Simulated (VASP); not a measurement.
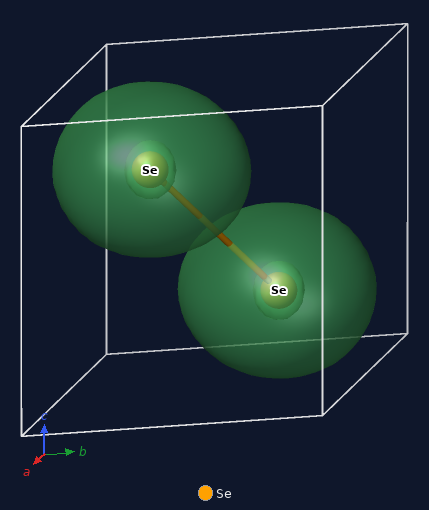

Figure. Se. Isosurface of the ELF at 0.7 (green), seen slightly off an axis. Core shells and regions of very low density are left out. Sticks mark near contacts.

Space group P6₃/mmc; a generated structure, not necessarily the stable one; changed on purpose from its base cell (volume × 0.96); computed pressure about 3 GPa in this cell.

Method: Kohn-Sham DFT of a periodic cell, RPBE, VASP PAW PBE potentials, recommended in VASP 6.6.1.

Identify the bonds, lone pairs and shells in this picture.

Answer. The surface consists of two regions wrapped around Se (the valence shell of each), counted in one cell of 2 atoms. Regions shared between cells count once. Profiles from the grid: Se–Se (2.85 Å): the ELF is about 0.45 at the midpoint.
